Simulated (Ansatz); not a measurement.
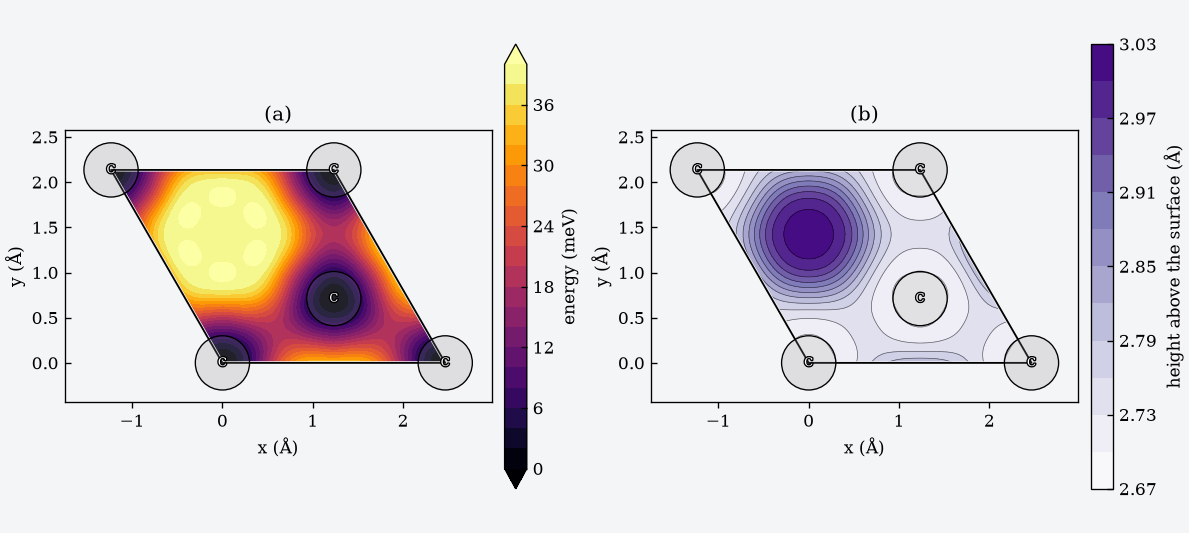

Cl on a two-dimensional sheet of C (8 atoms of substrate and one adsorbate in a 2 × 2 cell). Cl is moved over the surface cell; relaxed at each place: the height of the adsorbate's atoms; substrate rigid; the origin of the map has the adsorbate above C1. Places are given modulo a cell vector. The map is drawn in real space over the plane of the surface. The grid has 6 × 6 points; 7 points were computed and 29 follow by symmetry. Places are given in fractions of the 1 × 1 surface cell. Energies are in meV, from the lowest grid point. All numbers below come from DFT PBE+D3(BJ), scalar-relativistic, plane waves, PAW (Ansatz 0.2.0). Settings: cutoff 420 eV, k-mesh 6×6×1, gaussian smearing 0.1 eV, spin-polarised.

Panel (a) is the energy; panel (b) is the computed height above the surface, in Å.

The picture shows filled contours, labelled circles for the atoms of the top layer, the outline of one cell of the plane, one colour for all values above the top of the scale. Between grid points the surface is interpolated.

### How does the height above the surface vary over the map, and what is it at the lowest grid point?

It runs from 2.69 Å at the top site over a surface C atom, (0/6, 0/6) of the cell vectors to 3.01 Å at a sixfold hollow, (2/6, 4/6) of the cell vectors. At the lowest grid point, the top site over a surface C atom, (0/6, 0/6) of the cell vectors, it is 2.69 Å.

| second ↓, first → | 0/6 | 1/6 | 2/6 | 3/6 | 4/6 | 5/6 |
| --- | --- | --- | --- | --- | --- | --- |
| 5/6 | 2.71 | 2.82 | 2.97 | 2.97 | 2.82 | 2.71 |
| 4/6 | 2.78 | 2.97 | 3.01 | 2.97 | 2.78 | 2.74 |
| 3/6 | 2.82 | 2.97 | 2.97 | 2.82 | 2.71 | 2.71 |
| 2/6 | 2.78 | 2.82 | 2.78 | 2.71 | 2.69 | 2.71 |
| 1/6 | 2.71 | 2.71 | 2.74 | 2.71 | 2.71 | 2.74 |
| 0/6 | 2.69 | 2.71 | 2.78 | 2.82 | 2.78 | 2.71 |

PAW datasets: the set soft_1.
